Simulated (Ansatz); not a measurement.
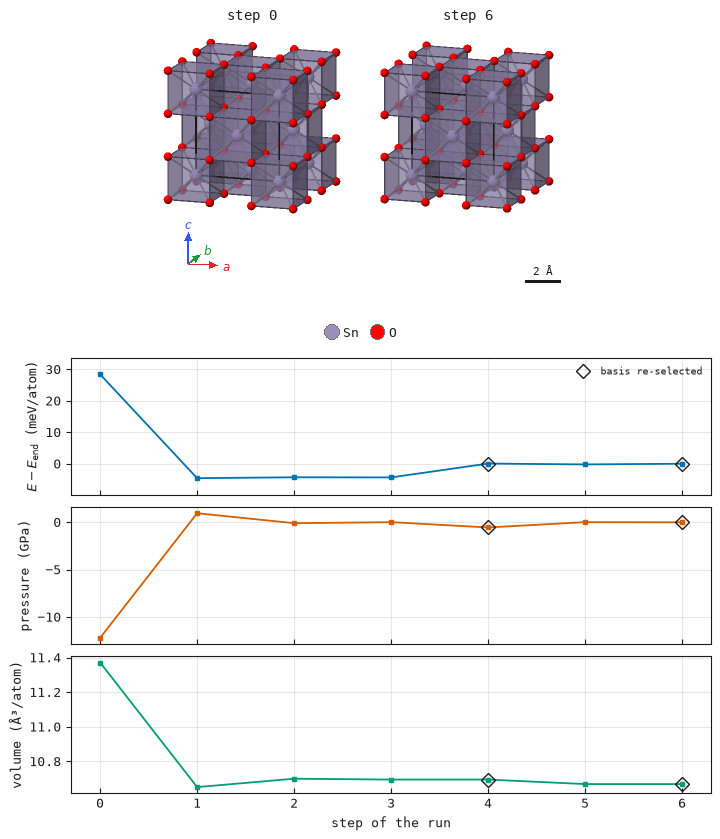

First and last geometry of a relaxation of crystalline SnO₂ (set up in Fm-3m), with the history of the run. The picture is a polyhedral view of the conventional cell (4 times the calculation's cell), seen slightly off an axis. Lengths and directions refer to the drawn axes.

The run lets cell and atoms move.

Level of theory: Kohn-Sham DFT of a periodic cell, LDA, Ansatz PAW (Ansatz 0.2.0).

Input file:
```yaml
crystal:
  lattice:
    - [0.0, 2.57415, 2.57415]
    - [2.57415, 0.0, 2.57415]
    - [2.57415, 2.57415, 0.0]
  atoms:
    - { symbol: Sn, position: [0.0, 0.0, 0.0] }
    - { symbol: O, position: [0.75, 0.75, 0.75] }
    - { symbol: O, position: [0.25, 0.25, 0.25] }
hamiltonian:
  xc: lda
  pseudopotentials: { kind: paw }
kpoints:
  mp_grid: { grid: [9, 9, 9] }
scf:
  occupations: { method: fermi_dirac, width: 0.05 }
output:
  forces: true
  stress: true
  eigenvalues: true
  write_density: true
  write_potential: true
  elf: true
  volumetric_format: npy
relax:
  f_tol: 0.01
  max_steps: 40
  cell: { stress_tol: 0.05 }
```

Command:
```bash
ansatz run input.yaml --threads 2 --pin off --max-ram 5632MiB --backend cpu --events-out ev --progress --plain --runs-dir out
```

Q: What do the curves and the structures tell?

A: It converged. The atoms keep their places relative to the cell (all moves are under 0.005 Å). The volume changes by −6.2 %, with a = b = c 5.148 → 5.040 Å (−2.1 %). Near-neighbour distances that change, for instance: O–Sn 2.229 → 2.182 Å. The space group stays Fm-3m (No. 225). Over 4 accepted moves (6 points after the start) the energy falls by 28.4 meV per atom. All forces vanish by symmetry, so only the cell relaxes. The pressure goes from −12.21 to −0.02 GPa. At 2 points the geometry stayed and the basis and grid were re-selected for the new cell (energy shift of 4.4 meV per atom at most each time).
